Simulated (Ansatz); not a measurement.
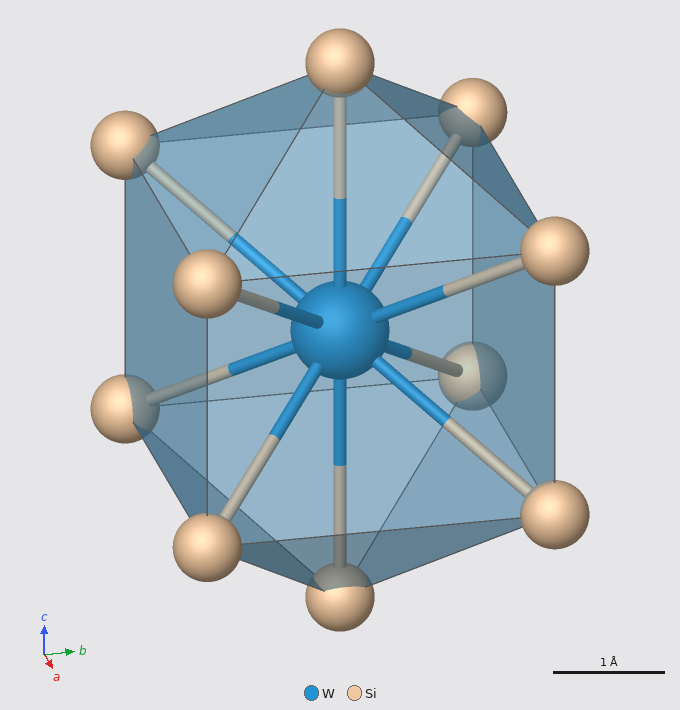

Coordination of W in Si2W (I4/mmm). The shape measure S (0 to 100) is the computed least-squares distance from an ideal polyhedron; S = 0 means ideal. Source: the geometry relaxed with DFT, PBE, PAW with Ansatz's default frozen-core files, scalar-relativistic in Ansatz.

> What geometry does the central atom have?

WSi10: an essentially ideal bicapped cube (coordination number 10, S = 0.00; next best pentagonal antiprism, S = 8.1).

> How long are the bonds?

10 × W–Si 2.63 Å. The next neighbour, not counted, lies at 3.23 Å.
